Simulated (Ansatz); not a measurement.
# Zr₆Si₆O₂₃ (cell charge +1, with a compensating background) (cell with a defect): what the fields show

The calculation's input:

```
crystal:
  lattice:
    - [0.0, 6.6775195375, 0.0]
    - [-6.6775195375, 0.0, 0.0]
    - [3.3387597687, -3.3387597687, 9.0352168343]
  atoms:
    - { symbol: Zr, position: [0.3386590523, 0.3329070852, 0.6663991843] }
    - { symbol: Zr, position: [0.0011860132, -0.0001999342, -2.34169e-05] }
    - { symbol: Zr, position: [0.6653064626, 0.6643341449, 0.3290326138] }
    - { symbol: Zr, position: [0.5845959789, 0.0829869061, 0.1663394943] }
    - { symbol: Zr, position: [0.2498151629, 0.7497439124, 0.5000315398] }
    - { symbol: Zr, position: [0.9086926961, 0.4176743561, 0.8357548514] }
    - { symbol: Si, position: [0.4651398073, 0.4926221926, -0.0097346746], spin: 1.0 }
    - { symbol: Si, position: [0.1681212074, 0.1663780917, 0.3332604463] }
    - { symbol: Si, position: [0.8340538026, 0.8329001151, 0.6661972467] }
    - { symbol: Si, position: [0.0841650798, 0.5830528319, 0.1665263252] }
    - { symbol: Si, position: [0.7595795313, 0.2511701317, 0.502690998] }
    - { symbol: Si, position: [0.4172738467, 0.916715069, 0.8339856098] }
    - { symbol: O, position: [0.9249181015, 0.1057567343, 0.2119764782] }
    - { symbol: O, position: [0.58941455, 0.7735323142, 0.5474978678] }
    - { symbol: O, position: [0.025224408, 0.3395102928, 0.0451282887] }
    - { symbol: O, position: [0.6990011402, 0.0070828108, 0.3823336424] }
    - { symbol: O, position: [0.3556526044, 0.6721190302, 0.7145406597] }
    - { symbol: O, position: [0.025223018, 0.7051870162, 0.0451230212] }
    - { symbol: O, position: [0.6990851973, 0.3749411037, 0.3823620139] }
    - { symbol: O, position: [0.3557751784, 0.0417813607, 0.714490757] }
    - { symbol: O, position: [0.2930125236, 0.1068842838, 0.2141951419] }
    - { symbol: O, position: [0.9585478353, 0.7732674961, 0.546765051] }
    - { symbol: O, position: [0.6168751024, 0.439715707, 0.879875276] }
    - { symbol: O, position: [0.5537288971, 0.7423027916, 0.1182788891] }
    - { symbol: O, position: [0.2268229731, 0.4102478172, 0.4535917009] }
    - { symbol: O, position: [0.89528171, 0.0776254043, 0.787131368] }
    - { symbol: O, position: [0.3269646168, 0.6435720265, 0.2875843872] }
    - { symbol: O, position: [1.0023982591, 0.3151500877, 0.6307012183] }
    - { symbol: O, position: [0.6617153896, 0.9761626202, 0.9529240646] }
    - { symbol: O, position: [0.9593030583, 0.6424662158, 0.2855022054] }
    - { symbol: O, position: [0.6305635504, 0.3099530752, 0.6202617964] }
    - { symbol: O, position: [0.2927993892, 0.9765251696, 0.9534210891] }
    - { symbol: O, position: [0.2267841556, 0.0427837783, 0.4535491177] }
    - { symbol: O, position: [0.8953795975, 0.7091061236, 0.7871290523] }
    - { symbol: O, position: [0.5536713583, 0.3756369806, 0.1183160079] }
  host:
    lattice:
      - [-3.3387597687, 3.3387597687, 3.0117389448]
      - [3.3387597687, -3.3387597687, 3.0117389448]
      - [3.3387597687, 3.3387597687, -3.0117389448]
    atoms:
      - { symbol: Zr, position: [0.0, 0.0, 0.0] }
      - { symbol: Zr, position: [0.75, 0.25, 0.5] }
      - { symbol: Si, position: [0.5, 0.5, 0.0] }
      - { symbol: Si, position: [0.25, 0.75, 0.5] }
      - { symbol: O, position: [0.1359052734, 0.3196651601, 0.8162401133] }
      - { symbol: O, position: [0.0696651601, 0.7534250468, 0.6837598867] }
      - { symbol: O, position: [0.0696651601, 0.3859052734, 0.3162401133] }
      - { symbol: O, position: [0.5034250468, 0.3196651601, 0.1837598867] }
      - { symbol: O, position: [0.6803348399, 0.4965749532, 0.8162401133] }
      - { symbol: O, position: [0.6140947266, 0.9303348399, 0.6837598867] }
      - { symbol: O, position: [0.2465749532, 0.9303348399, 0.3162401133] }
      - { symbol: O, position: [0.6803348399, 0.8640947266, 0.1837598867] }
total_charge: 1
basis:
  ecutwfc: 420
  xc_grid: 2
kpoints:
  mp_grid: { grid: [2, 2, 2], shift: [0.0, 0.0, 0.0] }
hamiltonian:
  xc: pbe
scf:
  occupations: { method: gaussian, width: 0.02 }
  lower_state_search: "off"
output:
  forces: true
  stress: false
  eigenvalues: true
  populations: true
  charged_corrections:
    defect_position: [0.2561285, 0.43988839, 0.87977677]
    epsilon: [[13.9362, 0.0, 0.0], [0.0, 13.9362, 0.0], [0.0, 0.0, 12.8342]]
  write_density: true
  write_potential: true
  elf: true
  volumetric_format: npy
magnetization:
  spin_polarized: true
relax:
  adjacent_minimum: "off"
  f_tol: 0.03
  max_steps: 40
```

Command:

```sh
ansatz run input.yaml --threads 8 --pin off --max-ram 16384MiB --backend cpu --events-out ev --progress --plain --runs-dir out
```

The fields are those of the relaxed geometry.

The program warned that a starting moment wasn't kept; spin-polarised, but the moments vanished.

The calculation used DFT PBE, scalar-relativistic, plane waves, PAW in Ansatz.

Core electrons are frozen (PAW), and the valence fields are smoothed inside the atomic spheres.

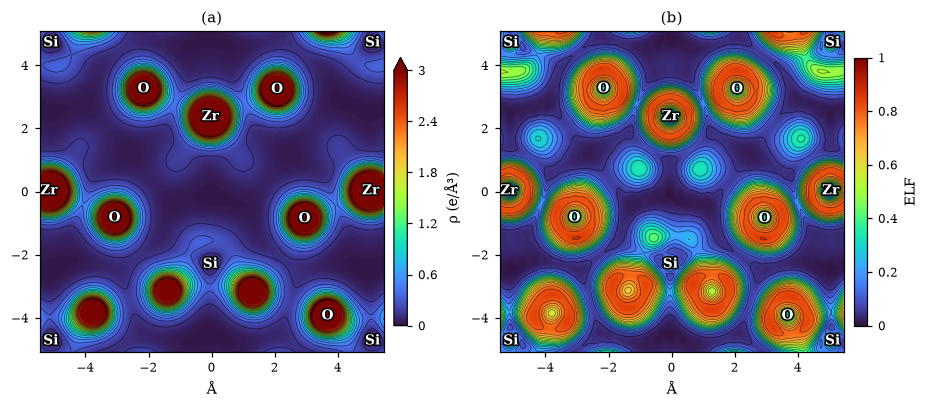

Figure 1. (a) valence pseudo-density; (b) electron localisation function on the (110) plane of the calculation cell.

What do the fields say about this system?

Atoms in the plane: Zr, Si and O. Atoms just off the plane (O, 0.3 Å away) can leave unmarked features too. Si–O (1.64 Å): ρ at the midpoint is about 1.2 e/Å³; the ELF peaks at about 0.85 between the atoms. Zr–O (2.26 Å): the density is about 0.46 e/Å³ at the midpoint; the ELF peaks at about 0.85 in the valence shell of O, 0.6 Å from its nucleus, and drops to about 0.15 between the two atoms; no shared electron pair shows on this line. Between the atoms the lowest density in this plane is 0.02 e/Å³. The features right at Zr lie inside the PAW spheres, where the map follows smoothed inner orbitals and isn't to be read closely.

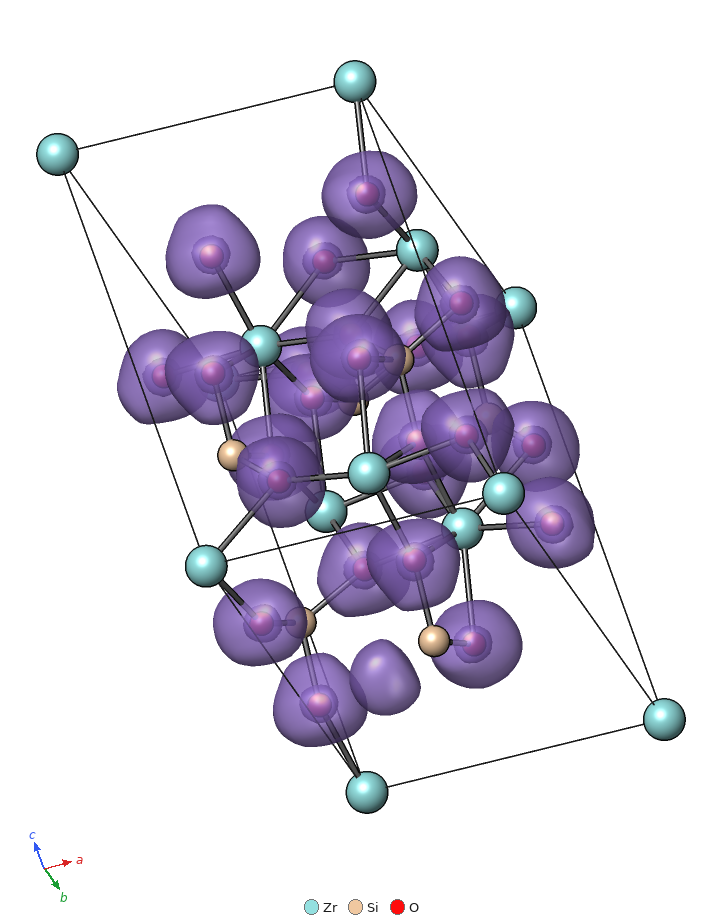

Figure 2. Isosurface of the electron localisation function at 0.7 (purple), seen at an oblique angle. Only the valence region is drawn (cores and ρ < 0.01 e/Å³ removed). Sticks mark near contacts.

What do the ELF domains correspond to?

At this value the surface marks out 23 regions on O in which the atom's valence shell and bonds are merged and one lobe on Si, pointing away from the bonds (lone pairs), counted in one cell of 35 atoms. Regions shared between cells count once. Along the contacts the grid gives the following. Si–O (1.62 Å): the ELF peaks at about 0.85 between the atoms. Zr–O (2.11 Å): the ELF peaks at about 0.85 in the valence shell of O, 0.6 Å from its nucleus, and drops to about 0.20 between the two atoms: no shared electron pair shows on this line.

Metal or insulator at this level of theory?

It is metallic or semimetallic at this level of theory: no gap opens.
